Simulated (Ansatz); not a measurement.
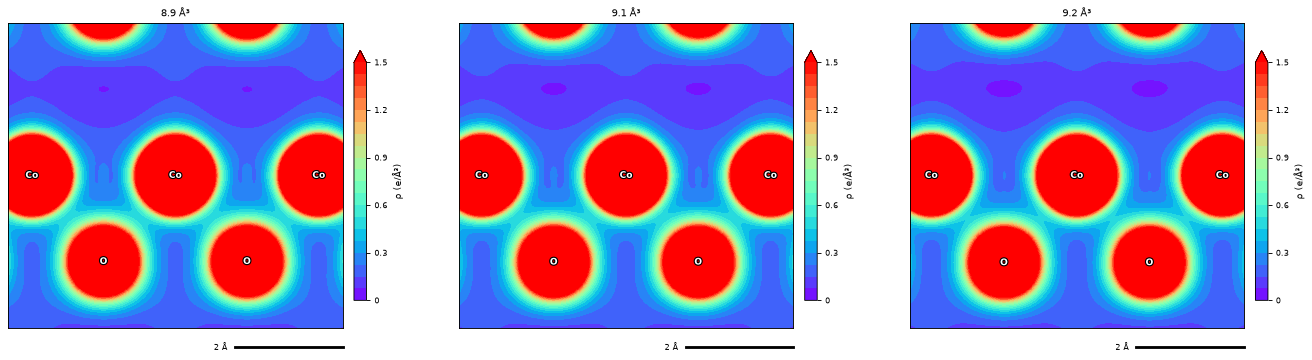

CoO. The valence charge density (pseudo) of cells scaled evenly to different volumes (given per atom above each panel), on the (110) plane of each (indices in the axes of the cell below), at one length scale and on one colour scale.

A generated structure, not necessarily the stable one; spin-polarised.

Method: Kohn-Sham DFT of a periodic cell, PBE, Ansatz PAW (Ansatz 0.2.0).

Core electrons are frozen (PAW), and the valence fields are smoothed inside the atomic spheres.

The largest cell:

```
Co O
1.0
     2.86567    0.00000    0.00000
    -1.43284    2.48174    0.00000
     0.00000    0.00000    2.75754
Co O
1 1
Direct
  0.00000 0.00000 0.50000
  0.66667 0.33333 0.00000
```

| volume (Å³/atom) | Co–O contact in the plane (Å) | ρ at its midpoint (e/Å³) | pressure (GPa) | largest moment (μB) | 
| --- | --- | --- | --- | --- |
| 8.86 | 2.082 | 0.485 | 13.6 | 2.48 | 
| 9.05 | 2.097 | 0.468 | 8.5 | 2.49 | 
| 9.24 | 2.111 | 0.452 | 4.1 | 2.50 | 
| 9.62 | 2.140 | ? | ? | ? | 
| 9.81 | 2.154 | 0.410 | −6.7 | 2.51 | 

**What values belong in the row with question marks?**

Over the known rows ln ρ falls by 2.33 per Å of Co–O distance (a least-squares line), which gives 0.423 e/Å³ at 2.140 Å; the calculation gives 0.423 e/Å³. For the pressure, a straight line in volume between the neighbouring rows gives −3.1 GPa; the calculation gives −3.5, lower because pressure rises ever faster on compression. For the largest moment, a straight line in volume between the neighbouring rows gives 2.51 μB; the calculation gives 2.51.
